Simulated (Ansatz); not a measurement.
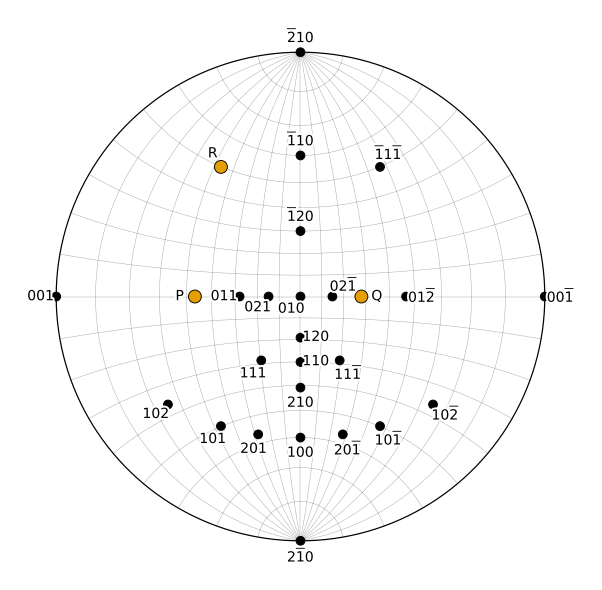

For GaN, the end point of a relaxation with DFT PBEsol, scalar-relativistic, plane waves, PAW (Ansatz); the starting structure was generated, so it need not be a known form of this composition: stereographic projection of plane normals (upper hemisphere) centred on (0 1 0). Geometry calculated from the standardised cell; symmetry tolerance 0.002 Å.

a = 3.183 Å, b = 3.183 Å, c = 5.186 Å, α = 90.00°, β = 90.00°, γ = 120.00°.

Index the poles marked P, Q, R.

P is (0 1 2), in four indices (0 1 −1 2), 46.7° from the centre; Q is (0 1 −1), in four indices (0 1 −1 −1), 28.0° from the centre; R is (−1 1 1), in four indices (−1 1 0 1), 63.8° from the centre.

What is the angle between the normals of (−1 1 0) and (1 0 −1), and what are their d_hkl = 1/|g|?

116.2°; d = 2.756 Å and 2.434 Å.
